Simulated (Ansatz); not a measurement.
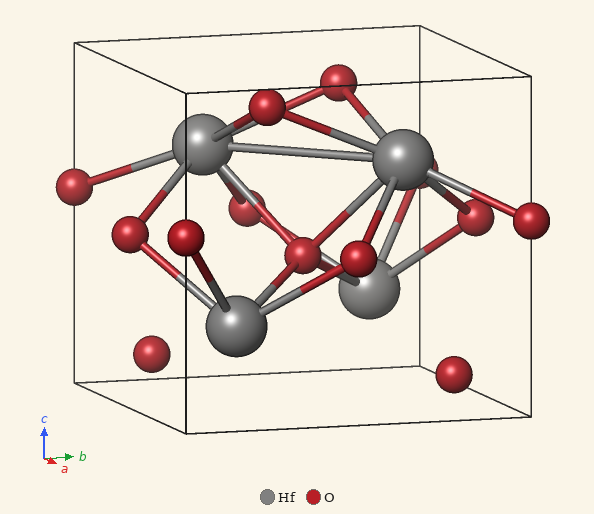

This ball-and-stick model is shown slightly off an axis. The conventional unit cell is drawn as a box. Cell: a = 5.080 Å, b = 5.165 Å, c = 4.891 Å, α = 90.00°, β = 90.00°, γ = 90.00°.

Summary of the structure:

The solid is HfO₂. The symmetry is that of P2_12_12 (No. 18), on a primitive orthorhombic lattice. In the cell are 4 Hf, 8 O, which makes 4 formula units. Numbers of contacts at bonding distance: Hf 8 and O 3 to 4 (mean 3.5). Not all metal-metal contacts are counted.

The structure was taken from a structure listed in the Materials Project. Earlier steps of the study may have refined or changed the cell and positions. Ansatz was used for an electronic-structure calculation on it.

At this level of theory the cell isn't at rest (compressed, at 10 GPa), so its distances can differ from those at equilibrium, the more so the softer the solid.
